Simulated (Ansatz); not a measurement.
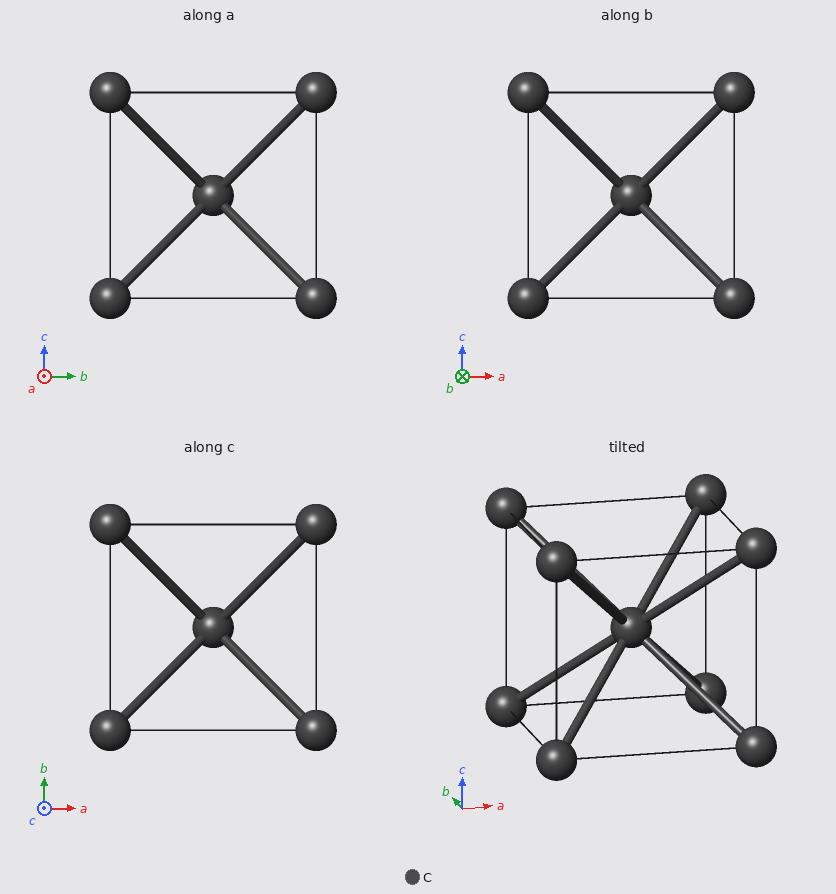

Ball-and-stick representation of a periodic structure, projected along the a axis, along the b axis, along the c axis and slightly off an axis. Atoms at the boundary of the conventional unit cell (the box) are drawn once for each face, edge or corner they touch.

Lattice parameters: a = 2.3865 Å, b = 2.3865 Å, c = 2.3865 Å, α = 90.000°, β = 90.000°, γ = 90.000°.

Give the atomic positions as a CIF with its space group and independent sites.

```cif
data_structure
_symmetry_space_group_name_H-M 'I m -3 m'
_symmetry_Int_Tables_number 229
_cell_length_a 2.3865
_cell_length_b 2.3865
_cell_length_c 2.3865
_cell_angle_alpha 90.000
_cell_angle_beta 90.000
_cell_angle_gamma 90.000
_cell_volume 13.59
loop_
_atom_site_label
_atom_site_type_symbol
_atom_site_symmetry_multiplicity
_atom_site_Wyckoff_symbol
_atom_site_fract_x
_atom_site_fract_y
_atom_site_fract_z
_atom_site_occupancy
C1 C 2 a 0.0000 0.0000 0.0000 1
```

Source of the structure: a structure type filled with this element by a generator (whether the element takes this form wasn't checked). The geometry was optimised with Ansatz, DFT r2SCAN, scalar-relativistic, plane waves, PAW.
